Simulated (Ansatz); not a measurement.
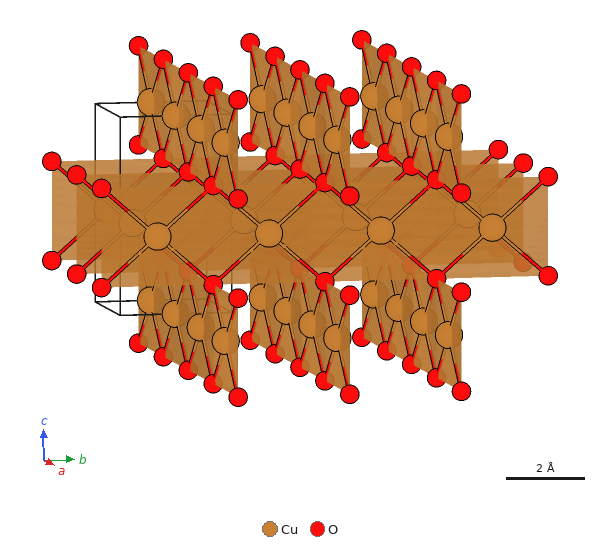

Fig. 1: The structure (polyhedral view of the cell of the calculation, repeated 3 × 3 × 1, seen slightly off an axis; polyhedra are completed across the faces of the cell).

# CuO: single-point calculation

System: CuO (4 atoms in the cell).
Method: DFT, PBE, plane waves, PAW, no spin polarisation (Ansatz 0.2.0).

The structure derives from an entry of the Crystallography Open Database.

Output
```
Engine: ansatz 0.2.0, x86_64-unknown-linux-gnu
Pseudopotentials: kind: paw
Pseudopotential: Cu, paw, valence charge 19, recommended cutoff 420 eV (normal), Cu.paw.azcp
Pseudopotential: O, paw, valence charge 6, recommended cutoff 420 eV (normal), O.paw.azcp
Functional definition: PBE
  parameter kappa = 0.804
  parameter beta = 0.06672455060314922
  exchange = pbe_x(kappa = kappa, mu = beta*pi^2/3)
  correlation = pbe_c(beta = beta)
Crystal: 4 atoms, lattice volume = 44.790 Å³
Basis set: ecut = 420 eV, 845 PW (Γ), exchange–correlation on 40×40×72 points (8 copies of the dense FFT grid, shifted against one another)
Bands: 30, of which v1, the nominal top of the filled ones, is band 25 counted from 1 (24 counted from 0)
Symmetry: 4 space group operations
Space group: C2/c (ITA 15), of the structure as read, at distance tolerance 3.6e-5 Å
k-points: 429 of 1568
Non-local potential: Cu, projectors of the file, l = 0: 3, l = 1: 2, l = 2: 3, l = 3: 1
Non-local potential: O, projectors of the file, l = 0: 2, l = 1: 2, l = 2: 1
PAW form: soft (Blöchl's): semilocal exchange-correlation on the pseudo side does not see the compensation charge
PAW one-centre angular grid: Cu, 590 points (default); XC on 64 Gauss nodes
PAW one-centre angular grid: O, 110 points (default); XC on 64 Gauss nodes
Initial density: superposition of atomic densities (neutral atoms: chi_scale 0, normalization atom), corrected by the library's trained network
Initial wavefunctions: pseudopotential atomic-orbital guess
Functional: x = pbe(κ = 0.804, μ = 0.2195149727645171), c = pbe(β = 0.06672455060314922)
SCF iter   1: F=—  HF=-14382.564921 eV  |F-HF|=—  |Δ(HF+E_count)|=         —  Δρ=5.64e-3  dr2=4.69e-3  ethr=1.77e-3  ⟨swp⟩=5.0  Hψ=45456  notcnv=0
preconditioner: auto → LDOS  [metal: Δε(μ)=0.002 eV  Ē_g=11.048 eV  σ=0.100 eV  W_gap=0.01  n_scr=16 (ndim 8)  ℏωp=32.4 eV  f_vac=0.049  D(μ)=2.80/eV (n_scr^D=36)  β→1.0]
SCF iter   2: F=—  HF=-14382.564432 eV  |F-HF|=—  |Δ(HF+E_count)|=   4.89e-4  S|Δr|=    0.00e0  Δρ=1.67e-3  dr2=5.18e-4  ethr=9.39e-6  ⟨swp⟩=2.0  Hψ=22936  notcnv=0
SCF iter   3: F=—  HF=-14382.564345 eV  |F-HF|=—  |Δ(HF+E_count)|=   8.69e-5  S|Δr|=    0.00e0  Δρ=5.68e-4  dr2=1.01e-4  ethr=1.04e-6  ⟨swp⟩=2.0  Hψ=19987  notcnv=0
SCF iter   4: F=—  HF=-14382.564347 eV  |F-HF|=—  |Δ(HF+E_count)|=   1.87e-6  S|Δr|=    0.00e0  Δρ=6.83e-4  dr2=1.29e-4  ethr=2.01e-7  ⟨swp⟩=2.0  Hψ=23400  notcnv=0
SCF iter   5: F=—  HF=-14382.564319 eV  |F-HF|=—  |Δ(HF+E_count)|=   2.78e-5  S|Δr|=    0.00e0  Δρ=1.96e-4  dr2=9.59e-6  ethr=2.01e-7  ⟨swp⟩=2.0  Hψ=16534  notcnv=0
SCF iter   6: F=—  HF=-14382.564188 eV  |F-HF|=—  |Δ(HF+E_count)|=   1.31e-4  S|Δr|=    0.00e0  Δρ=6.52e-5  dr2=1.45e-6  ethr=1.92e-8  ⟨swp⟩=2.6  Hψ=19344  notcnv=0
SCF iter   7: F=-14382.564188 eV  HF=-14382.564188 eV  |F-HF|=1.21e-8  |Δ(HF+E_count)|=   2.32e-7  S|Δr|=    0.00e0  Δρ=8.33e-6  dr2=1.99e-8  ethr=2.00e-10  ⟨swp⟩=4.3  Hψ=54155  notcnv=0
SCF 1 converged in 7 iterations: F = -14382.564188 eV  dr2 = 1.99e-8
  greatest PAW one-centre occupation: 1.000 electrons in one spin orbital (limit 2), on the Cu atom at site 1 (counted from 0), in its partial waves of l = 0
```

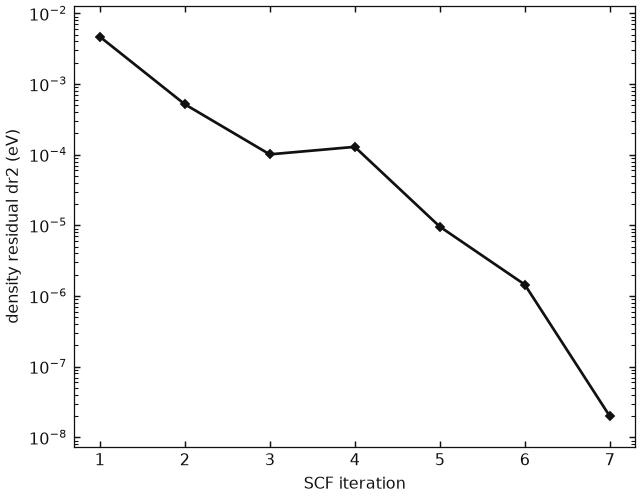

Fig. 2: Convergence of the self-consistent field: density residual dr2 against the SCF iteration. The residual falls almost steadily, with no more than small rises.

```
SCF converged after 7 iterations
Stability not checked: this state was not tested for a lower state beside it, because cold or Methfessel-Paxton smearing, or corrected tetrahedra, fill the levels in a way that the test cannot read (fill_not_monotonic; see scf.lower_state_search)
Free energy (F): -14382.564188 eV
Harris-Foulkes:  -14382.564188 eV  (|F-HF|=1.21e-8)
Internal energy: -14382.561852 eV  (E = F + TS)
E sigma→0 (E₀):  -14382.563409 eV
Entropy (-TS):   -0.002336 eV (-0.584 meV/atom)
Fermi energy:    10.702628 eV
--- Per-component energies (eV) ---
  E_band       = -934.350633
  E_kinetic    = 941.019196
  E_local      = -10195.983618  (includes V_loc(G=0)·N_el)
  E_nonlocal   = 876.026336
  E_hartree    = 4413.012782
  E_xc         = -323.249192
  E_vxc        = -414.860283  (∫ρ·V_xc dr)
  E_paw        = -3637.439228  (= ΣΔE_a)
  E_vpaw       = -966.571692  (= ΣTr[D̂ρ^β])
  E_aug_tail   = 0.005528  (compensation charges beyond the density's cutoff)
  E_ewald      = -6455.953655
  E_smearing   = -0.002336  (= −TS)
  E_closure    = 0.000000  (closes the sum)
  Σ components = -14382.564188   (vs F -14382.564188, Δ=0.00e0)
--- Forces (eV/Å), atoms counted from 1 ---
  atom   1  Cu     0.00000000     0.00000000    -0.00000000
  atom   2  Cu     0.00000000     0.00000000     0.00000000
  atom   3  O     -0.00000000     0.00021279     0.00000000
  atom   4  O      0.00000000    -0.00021279    -0.00000000
  max |Σ_I F_I| component: 1.89e-29 eV/Å
--- Stress (GPa, compression-positive) ---
       -0.020740      -0.000000       0.001290
       -0.000000       0.021070       0.000000
        0.001290       0.000000      -0.011656
  P = ⅓ Tr σ = -0.0038 GPa (-0.038 kbar)
--- Band table (eV; the first three rows and the last of 429) ---
  k-point 0: bands = ["-102.0044", "-102.0041", "-59.4985", "-59.4985", "-59.4649", "-59.4595", "-59.1611", "-59.1611", "-9.0824", "-7.7788", "2.6267", "5.2863", "5.2915", "6.9958", "7.2237", "7.2241", "7.4453", "7.7398", "8.2321", "8.3228", "8.3249", "8.3416", "8.4320", "8.8010", "11.3508", "11.3569", "12.0363", "16.7184", "17.8995", "23.7919"]
  k-point 1: bands = ["-102.0044", "-102.0041", "-59.4985", "-59.4985", "-59.4647", "-59.4598", "-59.1611", "-59.1611", "-9.0410", "-7.8396", "2.7802", "5.2916", "5.2965", "6.9899", "7.1444", "7.1445", "7.4279", "7.4459", "8.2883", "8.3450", "8.4285", "8.4496", "8.4519", "8.7626", "11.2839", "11.2898", "12.2589", "16.2171", "18.5351", "23.8425"]
  k-point 2: bands = ["-102.0043", "-102.0041", "-59.4985", "-59.4985", "-59.4641", "-59.4603", "-59.1611", "-59.1611", "-8.9204", "-8.0062", "3.2199", "5.3048", "5.3087", "6.5481", "6.9923", "6.9924", "7.1879", "7.4420", "8.3342", "8.3548", "8.4187", "8.6618", "8.7310", "8.7335", "11.1068", "11.1119", "12.7900", "15.4792", "19.6526", "23.9982"]
  k-point 428: bands = ["-102.0032", "-102.0032", "-59.5089", "-59.5089", "-59.4603", "-59.4603", "-59.1693", "-59.1693", "-7.7563", "-7.7563", "4.8874", "4.8874", "5.0146", "5.0146", "5.3227", "5.3227", "7.8304", "7.8304", "8.3583", "8.3583", "8.8023", "8.8023", "9.2843", "9.2843", "10.1752", "10.1752", "14.6471", "14.6471", "20.9829", "20.9829"]
```

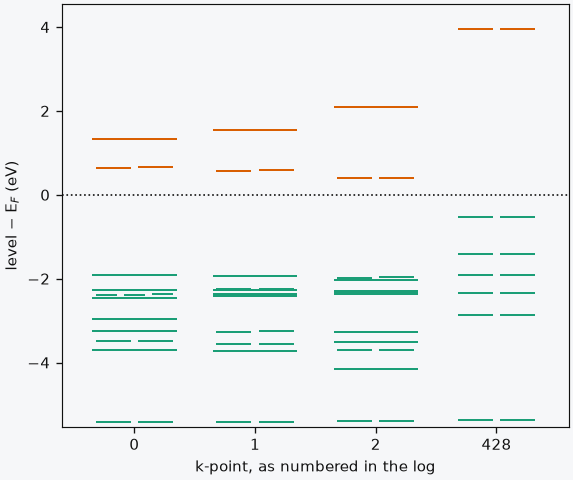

Fig. 3: Kohn–Sham levels near the Fermi level (dotted) at the few k-points that the log prints; levels within 0.02 eV of each other stand side by side. The system is metallic on the full mesh.

This output came from the following input.

Input
```yaml
crystal:
  lattice:
    - [2.0814198443, -2.082418997, 0.1629647992]
    - [2.0814198443, 2.082418997, 0.1629647992]
    - [-0.4035310904, 0.0, 5.1352739957]
  atoms:
    - { symbol: Cu, position: [0.0, 0.5, 0.0] }
    - { symbol: Cu, position: [0.5, 0.0, 0.5] }
    - { symbol: O, position: [0.5000828534, 0.4999171466, 0.25] }
    - { symbol: O, position: [0.4999171466, 0.5000828534, 0.75] }
basis:
  ecutwfc: 420
kpoints:
  mp_grid: { grid: [14, 14, 8] }
hamiltonian:
  xc: pbe
scf:
  occupations: { method: cold, width: 0.1 }
output:
  forces: true
  eigenvalues: true
  stress: true
```

Launched with:
```bash
ansatz run input.yaml --threads 1 --pin off --max-ram 2560MiB --backend cpu --events-out ev --progress --plain --runs-dir out
```

Summary

```json
{"quantity": "outcome", "value": "converged"}
{"quantity": "space group (tolerance 0.01 Å)", "value": "Cccm (66)"}
{"quantity": "electrons treated", "value": "50"}
{"quantity": "free energy", "value": "−14382.5642 eV"}
{"quantity": "Fermi energy", "value": "10.703 eV"}
{"quantity": "gap on the k-point mesh", "value": "none (metallic)"}
{"quantity": "pressure", "value": "0.00 GPa"}
{"quantity": "largest force (length of the vector)", "value": "under 0.001 eV/Å"}
{"quantity": "hardware", "value": "1 thread of Intel Xeon @ 2.50GHz (Skylake/Cascade Lake), 192 GiB of memory available, shared host"}
{"quantity": "wall time", "value": "38 s"}
{"quantity": "peak memory", "value": "0.69 GiB"}
```

Remarks

Settings chosen away from the usual ones: scf.occupations.method set to cold (from gaussian). The run has no spin polarisation, so a magnetic state may lie lower.
